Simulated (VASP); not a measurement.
# Geometry relaxation of PtS$_{2}$ (part 1 of 3)

PtS$_{2}$ (3 atoms in the cell), computed with Kohn-Sham DFT of a periodic cell, PBE with D3(BJ), VASP PAW PBE potentials, recommended, no spin polarisation (VASP 6.6.1).

The structure derives from an entry of the Crystallography Open Database.

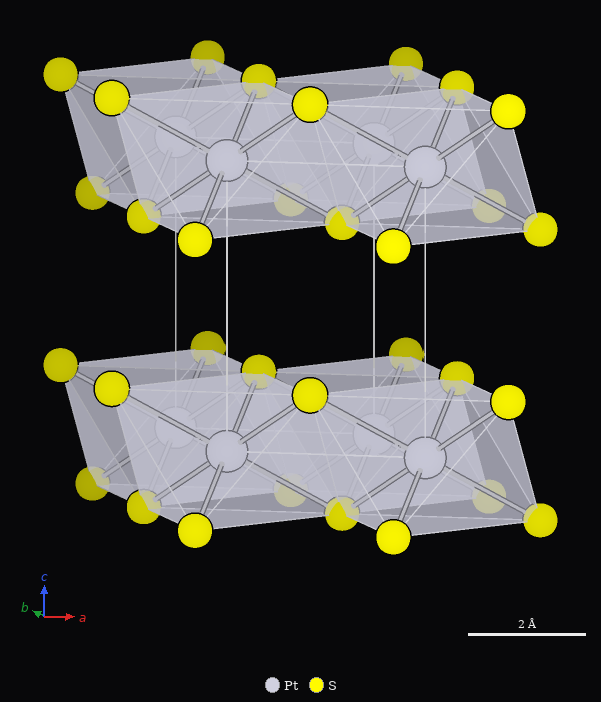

Figure 1. The starting structure (polyhedral view of the cell of the calculation, seen slightly off an axis; polyhedra are completed across the faces of the cell).

INCAR
```
SYSTEM = PtS2
  PREC = Accurate
  ENCUT = 600
  EDIFF = 1E-6
  ISMEAR = 0
  SIGMA = 0.03
  LREAL = .False.
  LASPH = .True.
  NELM = 80
  ALGO = Normal
  ISIF = 3
  LWAVE = .False.
  LCHARG = .False.
  GGA = PE
  IVDW = 12
  IBRION = 2
  NSW = 90
  EDIFFG = -0.01
```

KPOINTS
```
regular mesh
0
Gamma
  9 9 5
  0 0 0
```

POSCAR
```
PtS2
1.0
    3.5432000000      0.0000000000      0.0000000000
   -1.7716000000      3.0685012100      0.0000000000
    0.0000000000      0.0000000000      5.0388000000
Pt S
1 2
Direct
    0.0000000000      0.0000000000      0.0000000000
    0.3333333300      0.6666666700      0.2270000000
    0.6666666700      0.3333333300      0.7730000000
```

Run on 1 thread of Intel Xeon (Granite Rapids), 64 GiB of memory available, shared host.

Launch command:
```bash
cat potpaw_PBE.64/Pt/POTCAR potpaw_PBE.64/S/POTCAR > POTCAR
mpirun -np 1 vasp_std > vasp.out
```

OSZICAR
```
N       E                     dE             d eps       ncg     rms          rms(c)
DAV:   1     0.129508620024E+03    0.12951E+03   -0.11505E+04  1516   0.147E+03
DAV:   2    -0.107185352578E+02   -0.14023E+03   -0.13722E+03  1878   0.266E+02
DAV:   3    -0.166052470855E+02   -0.58867E+01   -0.58595E+01  1997   0.579E+01
DAV:   4    -0.166693383685E+02   -0.64091E-01   -0.64073E-01  1885   0.663E+00
DAV:   5    -0.166705841490E+02   -0.12458E-02   -0.12457E-02  2053   0.883E-01    0.201E+01
DAV:   6    -0.154896461488E+02    0.11809E+01   -0.78666E+00  1528   0.292E+01    0.129E+01
DAV:   7    -0.152946219164E+02    0.19502E+00   -0.13551E+00  1528   0.129E+01    0.628E+00
DAV:   8    -0.152761398354E+02    0.18482E-01   -0.71916E-02  1822   0.223E+00    0.126E+00
DAV:   9    -0.152716379391E+02    0.45019E-02   -0.14993E-02  1822   0.138E+00    0.222E-01
DAV:  10    -0.152719025730E+02   -0.26463E-03   -0.16952E-03  1913   0.312E-01    0.121E-01
DAV:  11    -0.152719627548E+02   -0.60182E-04   -0.88728E-05  1873   0.795E-02    0.303E-02
DAV:  12    -0.152719634239E+02   -0.66911E-06   -0.20484E-05  1920   0.491E-02    0.109E-02
DAV:  13    -0.152719647874E+02   -0.13635E-05   -0.16704E-06  1429   0.122E-02    0.415E-03
DAV:  14    -0.152719650295E+02   -0.24209E-06   -0.45206E-07  1030   0.488E-03
   1 F= -.16539738E+02 E0= -.16539738E+02  d E =-.165397E+02
       N       E                     dE             d eps       ncg     rms          rms(c)
DAV:   1    -0.171903290737E+02   -0.19184E+01   -0.46815E+01  1612   0.605E+01    0.953E+00
DAV:   2    -0.156987383415E+02    0.14916E+01   -0.82562E+00  1542   0.323E+01    0.893E+00
DAV:   3    -0.153668754061E+02    0.33186E+00   -0.67648E-01  1591   0.941E+00    0.483E+00
DAV:   4    -0.152790329045E+02    0.87843E-01   -0.41449E-01  1570   0.411E+00    0.189E+00
DAV:   5    -0.152795327145E+02   -0.49981E-03   -0.85243E-03  1920   0.674E-01    0.100E+00
DAV:   6    -0.152791485187E+02    0.38420E-03   -0.31409E-03  1710   0.452E-01    0.784E-02
DAV:   7    -0.152791885802E+02   -0.40062E-04   -0.20566E-04  2018   0.114E-01    0.456E-02
DAV:   8    -0.152791913190E+02   -0.27387E-05   -0.16634E-05  1843   0.300E-02    0.144E-02
DAV:   9    -0.152791925725E+02   -0.12536E-05   -0.14834E-06  1471   0.996E-03    0.266E-03
DAV:  10    -0.152791928235E+02   -0.25092E-06   -0.29158E-07  1121   0.424E-03
   2 F= -.16404438E+02 E0= -.16404438E+02  d E =0.135300E+00
       N       E                     dE             d eps       ncg     rms          rms(c)
DAV:   1    -0.161703043248E+02   -0.89111E+00   -0.19411E+01  1584   0.392E+01    0.676E+00
DAV:   2    -0.155380633549E+02    0.63224E+00   -0.31426E+00  1591   0.186E+01    0.385E+00
DAV:   3    -0.154302832207E+02    0.10778E+00   -0.24555E-01  1619   0.555E+00    0.142E+00
DAV:   4    -0.154048475976E+02    0.25436E-01   -0.14332E-01  1577   0.241E+00    0.735E-01
DAV:   5    -0.154047076907E+02    0.13991E-03   -0.40684E-03  1899   0.600E-01    0.500E-01
DAV:   6    -0.154049940611E+02   -0.28637E-03   -0.91746E-04  1829   0.236E-01    0.104E-01
DAV:   7    -0.154050094498E+02   -0.15389E-04   -0.18681E-04  1962   0.152E-01    0.324E-02
DAV:   8    -0.154050079032E+02    0.15466E-05   -0.15767E-05  1850   0.393E-02    0.198E-02
DAV:   9    -0.154050050358E+02    0.28674E-05   -0.90712E-06  1829   0.216E-02    0.637E-03
DAV:  10    -0.154050055578E+02   -0.52206E-06   -0.52872E-07   918   0.582E-03
   3 F= -.16618721E+02 E0= -.16618721E+02  d E =-.789829E-01
       N       E                     dE             d eps       ncg     rms          rms(c)
DAV:   1    -0.154037538408E+02    0.12512E-02   -0.53364E-03  1598   0.654E-01    0.103E-01
DAV:   2    -0.154035799887E+02    0.17385E-03   -0.87817E-04  1619   0.329E-01    0.759E-02
DAV:   3    -0.154035511201E+02    0.28869E-04   -0.62737E-05  1661   0.901E-02    0.341E-02
DAV:   4    -0.154035444326E+02    0.66874E-05   -0.47286E-05  1556   0.412E-02    0.123E-02
DAV:   5    -0.154035448254E+02   -0.39275E-06   -0.17994E-06  1212   0.127E-02
   4 F= -.16618795E+02 E0= -.16618795E+02  d E =-.790576E-01
       N       E                     dE             d eps       ncg     rms          rms(c)
DAV:   1    -0.154140833419E+02   -0.10539E-01   -0.79614E-01  1500   0.658E+00    0.688E-01
DAV:   2    -0.154064741806E+02    0.76092E-02   -0.53402E-02  1829   0.208E+00    0.410E-01
DAV:   3    -0.154051676443E+02    0.13065E-02   -0.31173E-03  1759   0.456E-01    0.163E-01
DAV:   4    -0.154047652593E+02    0.40239E-03   -0.18113E-03  1689   0.334E-01    0.920E-02
DAV:   5    -0.154047697714E+02   -0.45121E-05   -0.51494E-05  1899   0.627E-02    0.625E-02
DAV:   6    -0.154047819229E+02   -0.12151E-04   -0.22673E-05  1899   0.342E-02    0.299E-03
DAV:   7    -0.154047816183E+02    0.30460E-06   -0.84040E-07  1184   0.732E-03
   5 F= -.16632223E+02 E0= -.16632223E+02  d E =-.134276E-01
       N       E                     dE             d eps       ncg     rms          rms(c)
DAV:   1    -0.154135732021E+02   -0.87913E-02   -0.15805E+00  1500   0.929E+00    0.963E-01
DAV:   2    -0.153984858149E+02    0.15087E-01   -0.10473E-01  1857   0.290E+00    0.575E-01
DAV:   3    -0.153959167663E+02    0.25690E-02   -0.60354E-03  1766   0.626E-01    0.228E-01
DAV:   4    -0.153951497274E+02    0.76704E-03   -0.35002E-03  1717   0.466E-01    0.128E-01
DAV:   5    -0.153951573491E+02   -0.76216E-05   -0.10257E-04  1864   0.897E-02    0.870E-02
DAV:   6    -0.153951786591E+02   -0.21310E-04   -0.44289E-05  1948   0.480E-02    0.402E-03
DAV:   7    -0.153951782317E+02    0.42734E-06   -0.16313E-06  1354   0.102E-02
   6 F= -.16639968E+02 E0= -.16639968E+02  d E =-.211727E-01
       N       E                     dE             d eps       ncg     rms          rms(c)
DAV:   1    -0.153938680980E+02    0.13106E-02   -0.11465E-02  1514   0.794E-01    0.829E-02
DAV:   2    -0.153937569539E+02    0.11114E-03   -0.77607E-04  1864   0.253E-01    0.512E-02
DAV:   3    -0.153937383623E+02    0.18592E-04   -0.44436E-05  1794   0.546E-02    0.203E-02
DAV:   4    -0.153937329015E+02    0.54608E-05   -0.27479E-05  1745   0.404E-02    0.109E-02
DAV:   5    -0.153937333511E+02   -0.44960E-06   -0.67584E-07   967   0.759E-03
   7 F= -.16640013E+02 E0= -.16640013E+02  d E =-.212177E-01
       N       E                     dE             d eps       ncg     rms          rms(c)
DAV:   1    -0.154012590071E+02   -0.75261E-02   -0.65450E-01  1500   0.591E+00    0.815E-01
DAV:   2    -0.153910841379E+02    0.10175E-01   -0.61137E-02  1612   0.268E+00    0.459E-01
DAV:   3    -0.153893403091E+02    0.17438E-02   -0.32530E-03  1857   0.642E-01    0.191E-01
DAV:   4    -0.153888218133E+02    0.51850E-03   -0.36855E-03  1563   0.368E-01    0.934E-02
DAV:   5    -0.153888186995E+02    0.31137E-05   -0.22790E-04  1703   0.113E-01    0.534E-02
DAV:   6    -0.153888227515E+02   -0.40519E-05   -0.23552E-05  1915   0.504E-02    0.316E-02
DAV:   7    -0.153888282955E+02   -0.55440E-05   -0.12033E-05  1864   0.305E-02    0.974E-03
DAV:   8    -0.153888282498E+02    0.45664E-07   -0.13783E-06  1051   0.120E-02
   8 F= -.16644611E+02 E0= -.16644611E+02  d E =-.459772E-02
       N       E                     dE             d eps       ncg     rms          rms(c)
DAV:   1    -0.154864966676E+02   -0.97668E-01   -0.60127E+00  1500   0.179E+01    0.240E+00
DAV:   2    -0.153917841071E+02    0.94713E-01   -0.56755E-01  1605   0.804E+00    0.136E+00
DAV:   3    -0.153758250141E+02    0.15959E-01   -0.31303E-02  1829   0.196E+00    0.540E-01
DAV:   4    -0.153713927831E+02    0.44322E-02   -0.29456E-02  1570   0.106E+00    0.276E-01
DAV:   5    -0.153714160450E+02   -0.23262E-04   -0.16539E-03  1759   0.307E-01    0.162E-01
DAV:   6    -0.153714362150E+02   -0.20170E-04   -0.18051E-04  1874   0.133E-01    0.889E-02
DAV:   7    -0.153714683848E+02   -0.32170E-04   -0.77039E-05  1843   0.775E-02    0.201E-02
DAV:   8    -0.153714673963E+02    0.98857E-06   -0.93182E-06  1948   0.315E-02
   9 F= -.16656738E+02 E0= -.16656738E+02  d E =-.167245E-01
       N       E                     dE             d eps       ncg     rms          rms(c)
DAV:   1    -0.158034503887E+02   -0.43198E+00   -0.25200E+01  1500   0.367E+01    0.486E+00
DAV:   2    -0.154031050984E+02    0.40035E+00   -0.24186E+00  1612   0.161E+01    0.270E+00
DAV:   3    -0.153372986874E+02    0.65806E-01   -0.14800E-01  1787   0.412E+00    0.101E+00
DAV:   4    -0.153208585497E+02    0.16440E-01   -0.94497E-02  1584   0.199E+00    0.561E-01
DAV:   5    -0.153211737078E+02   -0.31516E-03   -0.45001E-03  1843   0.506E-01    0.325E-01
DAV:   6    -0.153212715430E+02   -0.97835E-04   -0.66096E-04  1763   0.228E-01    0.153E-01
DAV:   7    -0.153213368922E+02   -0.65349E-04   -0.24173E-04  1878   0.132E-01    0.303E-02
DAV:   8    -0.153213343521E+02    0.25401E-05   -0.26161E-05  1878   0.491E-02    0.157E-02
DAV:   9    -0.153213355404E+02   -0.11882E-05   -0.38084E-06  1703   0.171E-02    0.314E-03
DAV:  10    -0.153213353190E+02    0.22139E-06   -0.27811E-07   841   0.528E-03
  10 F= -.16669954E+02 E0= -.16669954E+02  d E =-.299403E-01
       N       E                     dE             d eps       ncg     rms          rms(c)
DAV:   1    -0.153398855315E+02   -0.18550E-01   -0.19523E+00  1500   0.984E+00    0.125E+00
DAV:   2    -0.153333335123E+02    0.65520E-02   -0.10738E-01  1878   0.287E+00    0.757E-01
DAV:   3    -0.153293149018E+02    0.40186E-02   -0.84172E-03  1633   0.855E-01    0.392E-01
DAV:   4    -0.153283440063E+02    0.97090E-03   -0.56262E-03  1766   0.580E-01    0.135E-01
DAV:   5    -0.153283197132E+02    0.24293E-04   -0.24919E-04  1661   0.127E-01    0.842E-02
DAV:   6    -0.153283128680E+02    0.68452E-05   -0.48054E-05  1913   0.486E-02    0.201E-02
DAV:   7    -0.153283098257E+02    0.30423E-05   -0.80007E-06  1801   0.198E-02    0.764E-03
DAV:   8    -0.153283093444E+02    0.48127E-06   -0.21638E-06  1171   0.102E-02
  11 F= -.16664516E+02 E0= -.16664510E+02  d E =0.543750E-02
       N       E                     dE             d eps       ncg     rms          rms(c)
DAV:   1    -0.153317302900E+02   -0.34205E-02   -0.99641E-01  1500   0.704E+00    0.944E-01
DAV:   2    -0.153284211106E+02    0.33092E-02   -0.53765E-02  1892   0.202E+00    0.498E-01
DAV:   3    -0.153264132697E+02    0.20078E-02   -0.45755E-03  1633   0.617E-01    0.246E-01
DAV:   4    -0.153260095450E+02    0.40372E-03   -0.23670E-03  1801   0.391E-01    0.885E-02
DAV:   5    -0.153260039481E+02    0.55969E-05   -0.92696E-05  1766   0.781E-02    0.508E-02
DAV:   6    -0.153260069212E+02   -0.29730E-05   -0.23603E-05  1878   0.339E-02    0.133E-02
DAV:   7    -0.153260071189E+02   -0.19768E-06   -0.32290E-06  1298   0.136E-02
  12 F= -.16671030E+02 E0= -.16671030E+02  d E =-.107617E-02
       N       E                     dE             d eps       ncg     rms          rms(c)
DAV:   1    -0.153260796327E+02   -0.72711E-04   -0.64381E-05  1500   0.563E-02    0.923E-03
DAV:   2    -0.153260791971E+02    0.43560E-06   -0.31933E-06  1619   0.157E-02
  13 F= -.16671030E+02 E0= -.16671030E+02  d E =-.107670E-02
       N       E                     dE             d eps       ncg     rms          rms(c)
DAV:   1    -0.153245510015E+02    0.15286E-02   -0.31950E-02  1500   0.130E+00    0.175E-01
DAV:   2    -0.153241500008E+02    0.40100E-03   -0.26964E-03  1619   0.548E-01    0.988E-02
DAV:   3    -0.153240747614E+02    0.75239E-04   -0.14793E-04  1787   0.133E-01    0.413E-02
DAV:   4    -0.153240522397E+02    0.22522E-04   -0.15599E-04  1591   0.783E-02    0.199E-02
DAV:   5    -0.153240528171E+02   -0.57740E-06   -0.95055E-06  1675   0.225E-02
  14 F= -.16671106E+02 E0= -.16671106E+02  d E =-.756505E-04
       N       E                     dE             d eps       ncg     rms          rms(c)
DAV:   1    -0.153223594066E+02    0.16928E-02   -0.40401E-02  1500   0.146E+00    0.194E-01
DAV:   2    -0.153218551837E+02    0.50422E-03   -0.34526E-03  1619   0.620E-01    0.113E-01
DAV:   3    -0.153217612883E+02    0.93895E-04   -0.18716E-04  1780   0.150E-01    0.475E-02
DAV:   4    -0.153217336725E+02    0.27616E-04   -0.19968E-04  1598   0.885E-02    0.229E-02
DAV:   5    -0.153217342713E+02   -0.59886E-06   -0.12128E-05  1689   0.254E-02    0.125E-02
DAV:   6    -0.153217349145E+02   -0.64315E-06   -0.11286E-06   967   0.110E-02
  15 F= -.16671152E+02 E0= -.16671152E+02  d E =-.121806E-03
       N       E                     dE             d eps       ncg     rms          rms(c)
DAV:   1    -0.153194413189E+02    0.22930E-02   -0.16206E-01  1500   0.293E+00    0.389E-01
DAV:   2    -0.153174216965E+02    0.20196E-02   -0.13734E-02  1619   0.123E+00    0.225E-01
DAV:   3    -0.153170414490E+02    0.38025E-03   -0.75364E-04  1787   0.300E-01    0.936E-02
DAV:   4    -0.153169280997E+02    0.11335E-03   -0.78305E-04  1591   0.176E-01    0.449E-02
DAV:   5    -0.153169288837E+02   -0.78400E-06   -0.47210E-05  1668   0.502E-02    0.240E-02
DAV:   6    -0.153169303195E+02   -0.14357E-05   -0.46654E-06  1829   0.212E-02    0.135E-02
DAV:   7    -0.153169321360E+02   -0.18166E-05   -0.18477E-06  1192   0.118E-02    0.378E-03
DAV:   8    -0.153169321526E+02   -0.16597E-07   -0.28969E-07   778   0.531E-03
  16 F= -.16671101E+02 E0= -.16671100E+02  d E =-.703316E-04
       N       E                     dE             d eps       ncg     rms          rms(c)
DAV:   1    -0.153216445427E+02   -0.47124E-02   -0.82474E-02  1500   0.209E+00    0.282E-01
DAV:   2    -0.153206324271E+02    0.10121E-02   -0.69874E-03  1619   0.883E-01    0.162E-01
DAV:   3    -0.153204393021E+02    0.19313E-03   -0.38077E-04  1787   0.214E-01    0.684E-02
DAV:   4    -0.153203791861E+02    0.60116E-04   -0.41266E-04  1591   0.127E-01    0.322E-02
DAV:   5    -0.153203769798E+02    0.22063E-05   -0.25297E-05  1661   0.366E-02    0.172E-02
DAV:   6    -0.153203766465E+02    0.33329E-06   -0.24345E-06  1506   0.156E-02
  17 F= -.16671151E+02 E0= -.16671151E+02  d E =-.120384E-03
       N       E                     dE             d eps       ncg     rms          rms(c)
DAV:   1    -0.153170682776E+02    0.33087E-02   -0.32519E-02  1556   0.169E+00    0.270E-01
DAV:   2    -0.153157483233E+02    0.13200E-02   -0.53851E-03  1556   0.841E-01    0.175E-01
DAV:   3    -0.153155319562E+02    0.21637E-03   -0.41076E-04  1605   0.227E-01    0.711E-02
DAV:   4    -0.153154818410E+02    0.50115E-04   -0.29798E-04  1591   0.106E-01    0.323E-02
DAV:   5    -0.153154836427E+02   -0.18017E-05   -0.88656E-06  1829   0.291E-02    0.208E-02
DAV:   6    -0.153154868123E+02   -0.31697E-05   -0.23629E-06  1212   0.130E-02    0.258E-03
DAV:   7    -0.153154867710E+02    0.41324E-07   -0.33385E-07   792   0.475E-03
  18 F= -.16671007E+02 E0= -.16671007E+02  d E =0.143467E-03
       N       E                     dE             d eps       ncg     rms          rms(c)
DAV:   1    -0.153200720573E+02   -0.45852E-02   -0.18022E-02  1556   0.125E+00    0.201E-01
DAV:   2    -0.153193424117E+02    0.72965E-03   -0.30038E-03  1563   0.629E-01    0.133E-01
DAV:   3    -0.153192200209E+02    0.12239E-03   -0.22903E-04  1605   0.170E-01    0.547E-02
DAV:   4    -0.153191886340E+02    0.31387E-04   -0.16728E-04  1584   0.793E-02    0.239E-02
DAV:   5    -0.153191873057E+02    0.13283E-05   -0.49941E-06  1773   0.217E-02    0.154E-02
DAV:   6    -0.153191855721E+02    0.17335E-05   -0.13274E-06  1065   0.992E-03    0.187E-03
DAV:   7    -0.153191855240E+02    0.48137E-07   -0.19147E-07   757   0.358E-03
  19 F= -.16671170E+02 E0= -.16671169E+02  d E =-.188770E-04
```

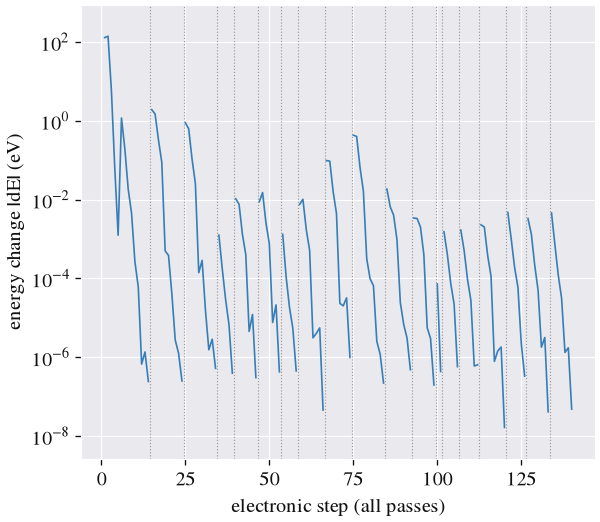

Figure 2. Convergence of the self-consistent field: energy change |dE| against the electronic step. Each stretch between dotted lines is the SCF of one geometry step of a relaxation. The 19 ionic steps take 2 to 14 electronic steps each. The density is held fixed in the first few steps, and dE rises again when its update begins.

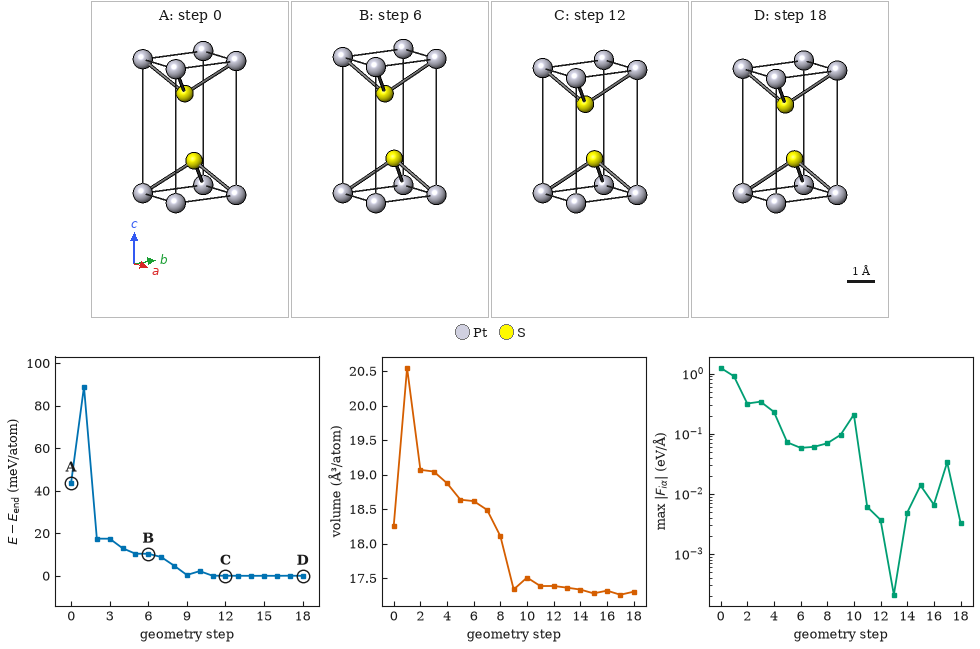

Figure 3. Frames of the relaxation (ball-and-stick view of the cell of the calculation, seen slightly off an axis) above the curves, on which the letters mark them (steps are counted from 0).
